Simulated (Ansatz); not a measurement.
## Electronic structure of GaH3 in real space

Input

```
crystal:
  lattice:
    - [8.1363879406, 0.0, 0.0]
    - [-4.0681939703, 7.0463186516, 0.0]
    - [0.0, 0.0, 4.6431461421]
  atoms:
    - { symbol: Ga, position: [0.1888229651, 0.8111770349, 0.25] }
    - { symbol: Ga, position: [0.1888229651, 0.3776459303, 0.25] }
    - { symbol: Ga, position: [0.6223540697, 0.8111770349, 0.25] }
    - { symbol: Ga, position: [0.8111770349, 0.1888229651, 0.75] }
    - { symbol: Ga, position: [0.8111770349, 0.6223540697, 0.75] }
    - { symbol: Ga, position: [0.3776459303, 0.1888229651, 0.75] }
    - { symbol: H, position: [0.1586478302, 0.5793239151, 0.25] }
    - { symbol: H, position: [0.4206760849, 0.8413521698, 0.25] }
    - { symbol: H, position: [0.0, 0.7253284156, 0.0] }
    - { symbol: H, position: [0.0, 0.7253284156, 0.5] }
    - { symbol: H, position: [0.2746715844, 0.0, 0.0] }
    - { symbol: H, position: [0.2746715844, 0.0, 0.5] }
    - { symbol: H, position: [0.4206760849, 0.5793239151, 0.25] }
    - { symbol: H, position: [0.0, 0.2746715844, 0.0] }
    - { symbol: H, position: [0.0, 0.2746715844, 0.5] }
    - { symbol: H, position: [0.2746715844, 0.2746715844, 0.0] }
    - { symbol: H, position: [0.2746715844, 0.2746715844, 0.5] }
    - { symbol: H, position: [0.7253284156, 0.0, 0.0] }
    - { symbol: H, position: [0.7253284156, 0.0, 0.5] }
    - { symbol: H, position: [0.7253284156, 0.7253284156, 0.0] }
    - { symbol: H, position: [0.7253284156, 0.7253284156, 0.5] }
    - { symbol: H, position: [0.8413521698, 0.4206760849, 0.75] }
    - { symbol: H, position: [0.5793239151, 0.1586478302, 0.75] }
    - { symbol: H, position: [0.5793239151, 0.4206760849, 0.75] }
basis:
  ecutwfc: 420
kpoints:
  mp_grid: { grid: [6, 6, 8] }
hamiltonian:
  xc: pbe
scf:
  occupations: { method: gaussian, width: 0.1 }
output:
  forces: true
  stress: true
  eigenvalues: true
  write_density: true
  write_potential: true
  elf: true
  volumetric_format: npy
relax:
  adjacent_minimum: "off"
  f_tol: 0.01
  max_steps: 80
  cell: { stress_tol: 0.05 }
```

Command:

```sh
ansatz run input.yaml --threads 1 --pin off --max-ram 2560MiB --backend cpu --events-out ev --progress --plain --runs-dir out
```

Below, planes, directions and counts refer to the conventional cell (a = 8.13 Å, b = 8.13 Å, c = 4.66 Å, α = 90.00°, β = 90.00°, γ = 120.00°).

The fields are those of the relaxed geometry.

Space group P6₃/mmc; a structure generated by program, which may or may not match a known phase.

Computed with Ansatz, DFT PBE, scalar-relativistic, plane waves, PAW.

Core electrons are frozen (PAW), and the valence fields are smoothed inside the atomic spheres.

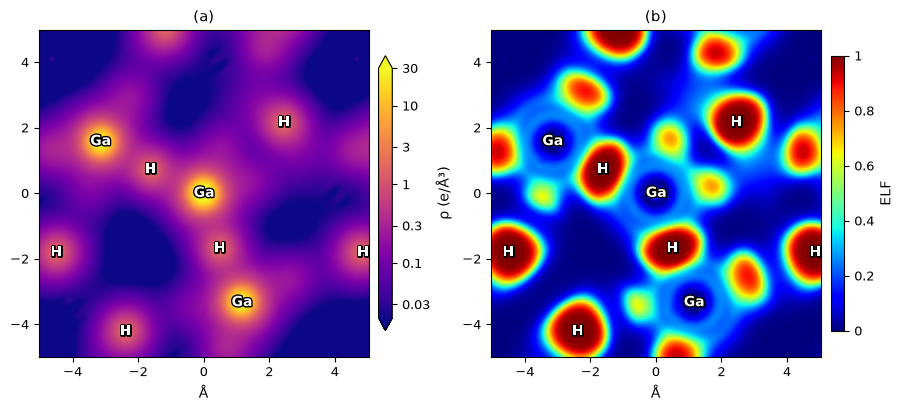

Figure 1. (a) valence charge density (pseudo); (b) electron localisation function on the (111) plane of the conventional cell.

Q: What does the map show?

A:
- The section cuts through Ga and H sites.
- Ga–H (1.77 Å): ρ at the midpoint is about 0.58 e/Å³; the ELF climbs to about 1 towards the hydrogen.
- The density dies away to nearly zero in the voids.

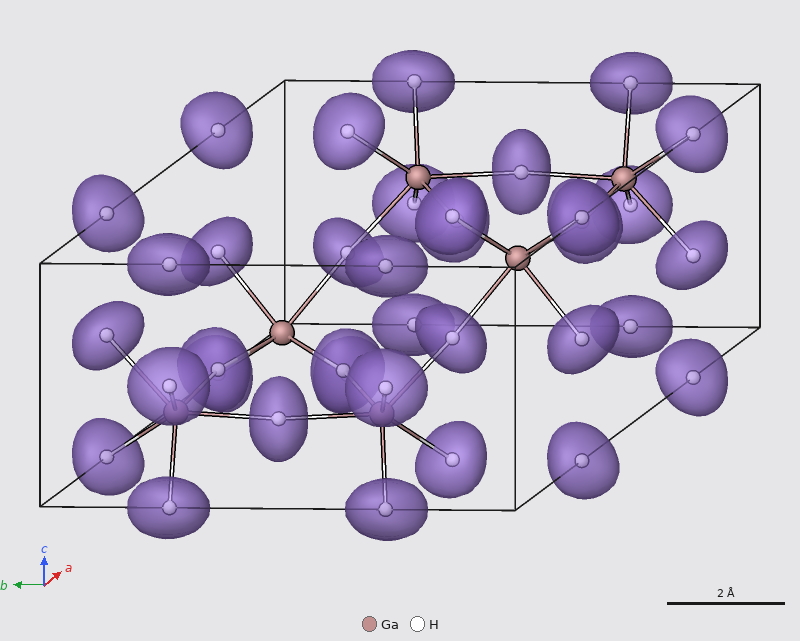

Figure 2. Isosurface of the electron localisation function at 0.9 (purple), seen at an oblique angle. Only the valence region is drawn (cores and ρ < 0.01 e/Å³ removed). Sticks mark near contacts.

Q: Identify the bonds, lone pairs and shells in this picture.

A: At this value the surface marks out 18 regions around hydrogen nuclei, counted in one cell of 24 atoms. Any copies at cell faces, edges or corners count once.

Q: Does the calculation make it a metal, or give it a gap?

A: It is gapless in this calculation (a metal or semimetal).
